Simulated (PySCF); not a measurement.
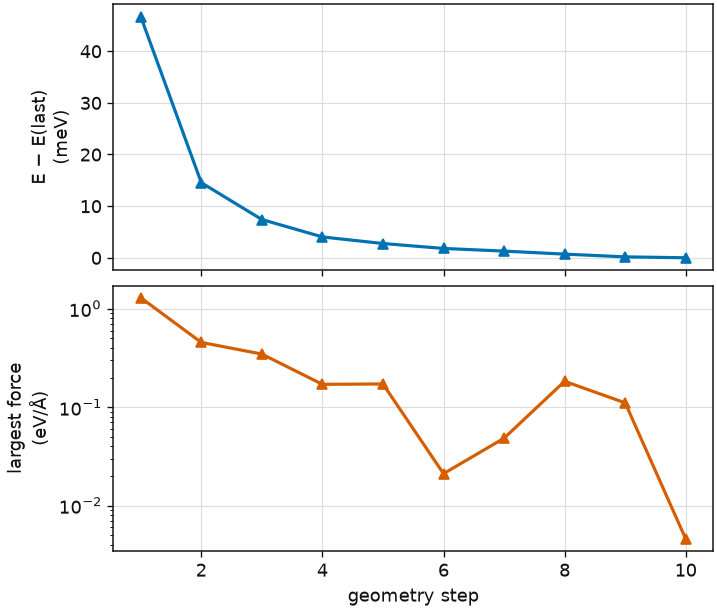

History of a geometry optimisation.

Propanoic Acid (SMILES CCC(=O)O); PBE0-D3(BJ)/def2-SVP, geometry optimisation (PySCF).

How did it end, and what did it gain?

The optimisation met its thresholds at geometry 10, counting the start as the first. The energy fell by about 47 meV from the first step to the last. The largest force goes from about 1.3 eV/Å at the start to 5 × 10⁻³ eV/Å at the end.
